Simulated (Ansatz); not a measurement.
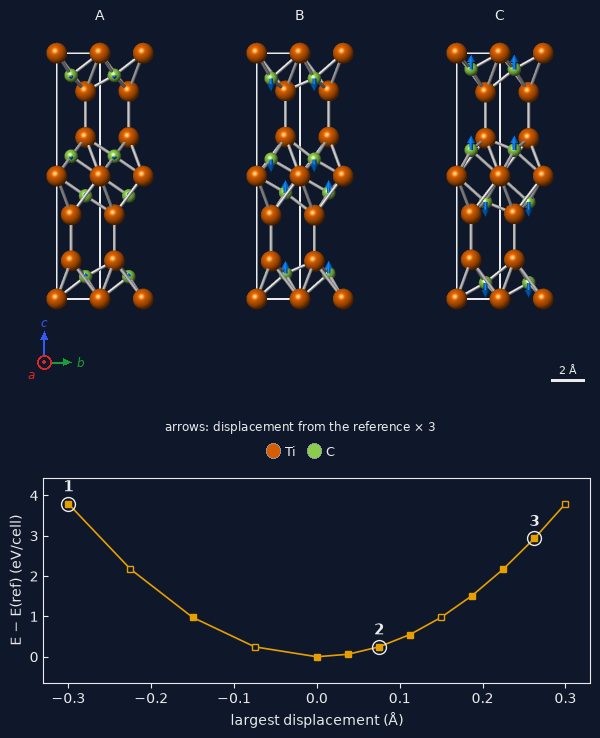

Solid Ti$_{3}$C$_{2}$ (P6_3/mmc): a normal mode at the zone centre is frozen in with the cell fixed, the amplitude being the largest displacement of an atom. The frames are shuffled; the numbered points of the plot belong to them. Hollow markers are points alike by symmetry, not computed again. The picture is a ball-and-stick view of the cell of the calculation, repeated 2 × 2 × 1 with one cell outlined, seen along the a axis. Blue arrows: displacements from the reference.

Level of theory: DFT PBEsol, scalar-relativistic, plane waves, PAW in Ansatz 0.2.0. Settings: plane-wave cutoff 420 eV; k-point mesh 18 × 18 × 4; occupations gaussian; smearing width 0.15 eV; no spin polarisation. Energies (free energies at the smearing named) are counted from the relaxed crystal.

> Match the frames to the points.

Point 1 is frame C (the amplitude −0.30 Å, 3.79 eV/cell); 2 is frame A (the amplitude 0.075 Å, 0.25 eV/cell); 3 is frame B (the amplitude 0.2625 Å, 2.93 eV/cell). The harmonic wavenumber of the mode is 677 cm⁻¹, a stable vibration. The lowest computed point lies at the amplitude 0.00 Å (0.00 eV/cell). The end points stand at 3.79 eV/cell (−0.30 Å) and 3.79 eV/cell (0.30 Å). The well is symmetric. At the highest point the shortest interatomic distance is 1.90 Å, against 2.05 Å in the reference. The distortion takes the space group from P6_3/mmc to P-3m1.
